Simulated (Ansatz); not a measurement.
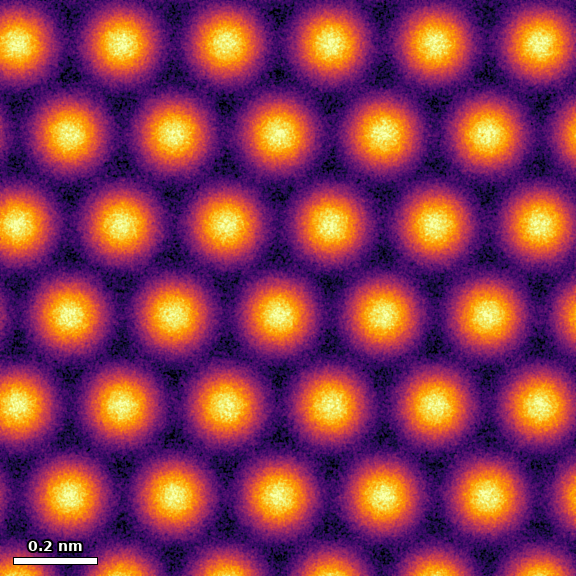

Dark-field STEM-like image of Pt (Im-3m, No. 229). The image is simulated as a sum over atoms of Z^1.7, blurred by a 1.30 Å probe (no channelling). The probe carries 25 % of its weight in a tail 2.5 times as wide. The display is stretched by a gamma of 0.65; percentages refer to the linear signal. Shot noise was added. Structure: the input geometry of an electronic-structure calculation (not necessarily at equilibrium); the starting structure was generated, so it need not be a known form of this composition.

```
Pt
1.0
     3.11131    0.00000    0.00000
     0.00000    3.11131    0.00000
     0.00000    0.00000    3.11131
Pt
2
Cartesian
  0.0000 0.0000 0.0000
  1.5557 1.5557 1.5557
```

### Which beam direction gives this image, [221], [111], [210] or [211]? (Directions equivalent by symmetry count as one.)

[111]. The projected cells are 0.73 × 2.20 Å, 90° for [221]; 2.54 × 2.54 Å, 120° for [111]; 1.39 × 1.70 Å, 114° for [210]; 0.90 × 2.20 Å, 90° for [211], and the image repeats as the [111] one does.
